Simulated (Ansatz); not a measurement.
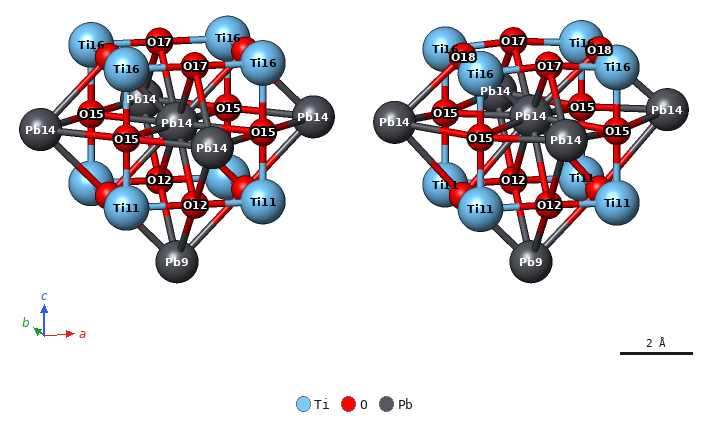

Two geometries of a slab of composition Ti4Pb3O11 (cut from the Pm-3m phase), drawn at one scale. One is the start of a relaxation, the other its converged end. The picture is a ball-and-stick view of the atoms within 4.2 Å of the atom that moves most (axes of the 2 × 2 repeat of the cell, outlined in the plane, without the vacuum (origin shifted)), seen slightly off an axis.

These are results of DFT PBEsol, scalar-relativistic, plane waves, PAW in Ansatz, not measurements. Set-up: plane-wave cutoff 420 eV; k-point mesh 7 × 7 × 1; occupations gaussian; smearing width 0.05 eV; no spin polarisation; dipole correction; atoms relaxed in a fixed cell; force threshold 0.02 eV/Å; at most 60 steps.

Q: Which geometry has the lower energy?

A: The right one is the relaxed one. Case: (1 0 0) slab, atoms relaxed. The slab is the (1 0 0) face of TiPbO3. The largest moves, 0.20 Å, are those of Pb atoms. Largest moves by element: Pb 0.20 Å, Ti 0.13 Å, O 0.03 Å. The lattice vectors keep their values. Near-neighbour distances that change, for instance: O–Ti 1.960 → 1.804 Å, O–Pb 2.771 → 2.924 Å, O–Pb 2.771 → 2.640 Å, O–Ti 1.960 → 2.026 Å. Bond angles that change, for instance: Ti–O–Ti 180.0° → 171.9°. After 4 accepted moves (5 points after the start) the energy has fallen by 0.553 eV per cell of the calculation. Largest force component: 2.5 eV/Å at the start, 0.0015 eV/Å at the end. The line search rejected the trial step at point 2 of the run.
